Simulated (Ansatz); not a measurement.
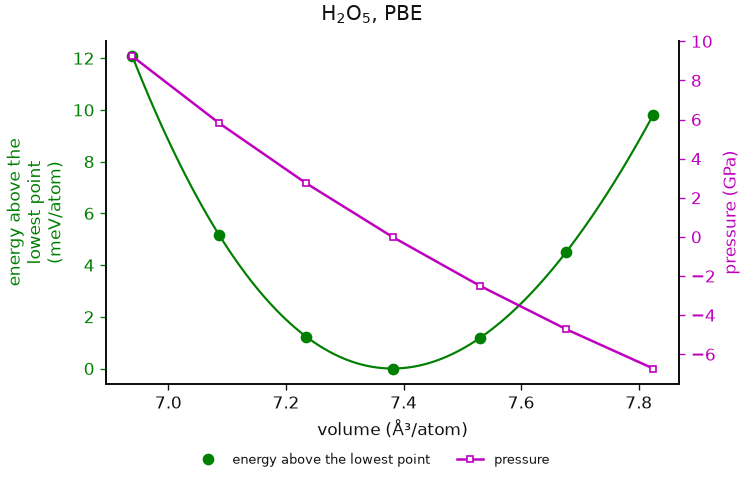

The plot gives the computed energy above the lowest point and pressure against volume for H₂O₅, space group Pn-3m (No. 224) (one of a set of cubic test structures, which need not be the stable phase).

Method: equation of state of a cubic crystal from periodic Kohn-Sham density functional theory without spin, third-order Birch-Murnaghan fit to the free energies; pressure corrected for the finite basis (Ansatz 0.2.0 development build). Level: PBE.

| setting | value |
| --- | --- |
| structure type | cubic X2O5 |
| atoms in cell | 14 |
| space group number | 224 |
| lattice centring | simple cubic |
| k mesh | 23×23×23 |
| occupation method | Fermi–Dirac |
| occupation width | 0.06123 eV |
| wave cutoff | 420 eV |
| datasets | soft-1 PAW |
| density tolerance | 1e−07 eV |
| bands | 46 |
| density cutoff ratio | 4 |
| search for lower states | default |

Q: Give the fitted equation-of-state parameters.

A: A third-order Birch–Murnaghan fit gives V0 = 7.38 Å³/atom, B0 = 131 GPa and B′ = 4.3.

Q: What does the pressure do across the range?

A: It falls from 9.2 GPa at volume 6.9388 Å³/atom to −6.7 GPa at 7.8246 Å³/atom, and changes sign near 7.38 Å³/atom.

Note: cubic model structure, not the ambient form.
